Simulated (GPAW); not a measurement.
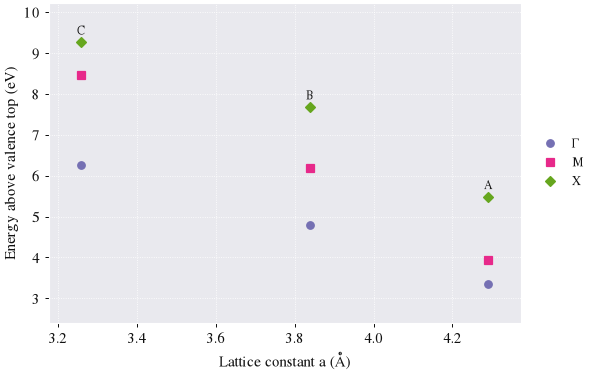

Lowest conduction level at each named k point, counted from the valence-band top at M, for three CsCl-type crystals against the lattice constant, each in its database cell. All by GPAW with PBE, without spin-orbit coupling, no moments; potentials: GPAW PAW data sets (gpaw-data 1.2.1).

### Which letter is which compound? They are KF, KCl and KI.

A is KI; B is KCl; C is KF.

### How does the value at Γ change from F to I?

KF 6.27, KCl 4.80 and KI 3.34 eV: it falls at each step to the heavier element.

### With the valence top at M, which of these have their lowest conduction level there too?

Not one of them; KF has it at Γ, KCl has it at Γ and KI has it at Γ.

```csv
compound,a (Å),k mesh,Γ (eV),M (eV),X (eV)
KF,3.259,8×8×8,6.27,8.46,9.26
KCl,3.839,6×6×6,4.80,6.18,7.68
KI,4.291,6×6×6,3.34,3.93,5.49
```

LDA, GGA and most meta-GGA functionals understate gaps. The usual form of KF is rocksalt. The usual form of KCl is rocksalt. KI: spin-orbit coupling is left out, which matters for I. The usual form of KI is rocksalt. The cells are as the databases list them, so they lie at different pressures for this functional.
